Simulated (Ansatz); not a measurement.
## Electronic structure of Al in real space

Input file:

```
crystal:
  lattice:
    - [-3.2580420892, 2.8460387532, 1.3743600625]
    - [2.8460387532, -3.2580420892, 1.3743600625]
    - [2.3745602247, 2.3745602247, -2.1289449269]
  atoms:
    - { symbol: Al, position: [0.9887898961, 0.0112101039, 1.0] }
    - { symbol: Al, position: [0.7612101039, 0.2387898961, 0.5] }
hamiltonian:
  xc: r2scan
  pseudopotentials:
    kind: paw_fr
    azcp:
      Al: "pseudopotentials/Al.paw.azcp"
basis:
  ecutwfc: 500
  fft_grid_basis: typed
kpoints:
  mp_grid: { grid: [16, 16, 11], shift: [0, 0, 0] }
magnetization:
  noncollinear: true
  spin_orbit: true
scf:
  occupations: { method: fermi_dirac, width: 0.1 }
output:
  write_density: true
  write_potential: true
  elf: true
  volumetric_format: npy
```

Launched as:

```sh
ansatz run input.yaml --threads 1 --pin off --max-ram 3584MiB --backend cpu --events-out ev --progress --plain --runs-dir out
```

Below, planes, directions and counts refer to the conventional cell (a = 2.81 Å, b = 8.63 Å, c = 2.84 Å, α = 90.00°, β = 90.62°, γ = 90.00°).

Space group C2/c; set up as Al, beta-Sn type; a generated structure, not necessarily the stable one.

Computed with Ansatz, DFT, r2SCAN, plane waves (500 eV) with PAW, fully relativistic with spin-orbit coupling.

The density is the valence pseudo-density of a PAW calculation; it isn't the true density close to the nuclei.

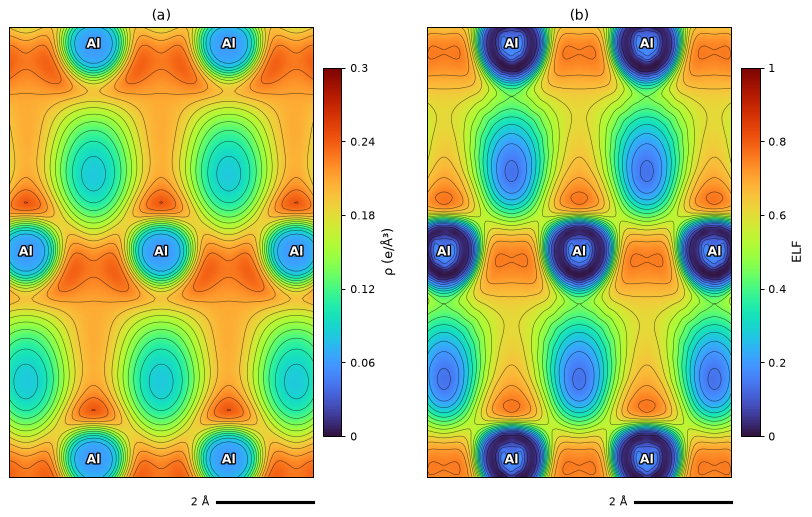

Figure 1. (a) valence pseudo-density; (b) ELF on the (001) plane of the conventional cell.

Question: What do the fields say about this system?

Answer: The plane passes through Al nuclei.
Al–Al (2.81 Å): ρ at the midpoint is about 0.22 e/Å³; the ELF peaks at about 0.75 between the atoms.
Between the atoms the lowest density in this plane is 0.08 e/Å³.

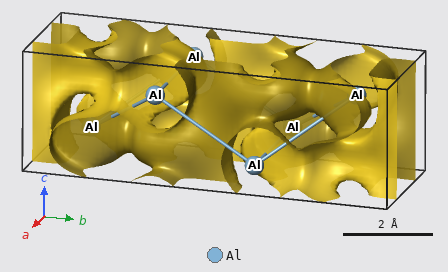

Figure 2. Isosurface of the electron localisation function at 0.55 (yellow), seen at an oblique angle. Only the valence region is drawn (cores and ρ < 0.01 e/Å³ removed). Sticks mark near contacts.

Question: Identify the bonds, lone pairs and shells in this picture.

Answer: The surface consists of one network that runs through the whole crystal, counted in one cell of 4 atoms. Any copies at cell faces, edges or corners count once. There are no localised bonds or lone pairs at this value.


Al–Al (2.75 Å): the ELF peaks at about 0.80 between the atoms. Al–Al (2.79 Å): the ELF peaks at about 0.65 between the atoms.

Question: Does the calculation give a band gap?

Answer: It is gapless in this calculation (a metal or semimetal).
